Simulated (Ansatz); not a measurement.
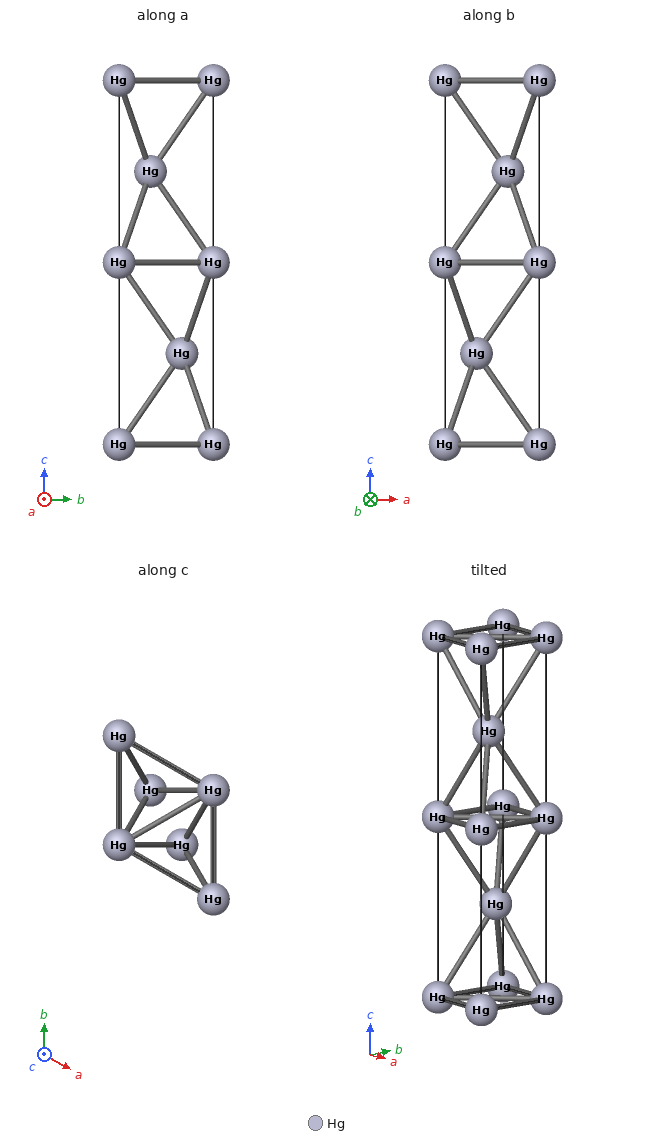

Ball-and-stick representation of a periodic structure, projected along the a axis, along the b axis, along the c axis and slightly off an axis. Thin lines show the conventional unit cell, with boundary atoms drawn in all their periodic places.

Lattice parameters: a = 3.1897 Å, b = 3.1897 Å, c = 10.6583 Å, α = 90.000°, β = 90.000°, γ = 120.000°.

Q: Put the structure into a CIF in P1 with every atom of the cell.

A:
```cif
data_structure
_symmetry_space_group_name_H-M 'P 1'
_symmetry_Int_Tables_number 1
_cell_length_a 3.1897
_cell_length_b 3.1897
_cell_length_c 10.6583
_cell_angle_alpha 90.000
_cell_angle_beta 90.000
_cell_angle_gamma 120.000
_cell_volume 93.91
loop_
_atom_site_label
_atom_site_type_symbol
_atom_site_fract_x
_atom_site_fract_y
_atom_site_fract_z
_atom_site_occupancy
Hg1 Hg 0.0000 0.0000 0.0000 1
Hg2 Hg 0.0000 0.0000 0.5000 1
Hg3 Hg 0.3333 0.6667 0.2500 1
Hg4 Hg 0.6667 0.3333 0.7500 1
```

Source of the structure: a structure type filled with this element by a generator (whether the element takes this form wasn't checked). Earlier steps of the study may have refined or changed the cell and positions. It went into a calculation with Ansatz.
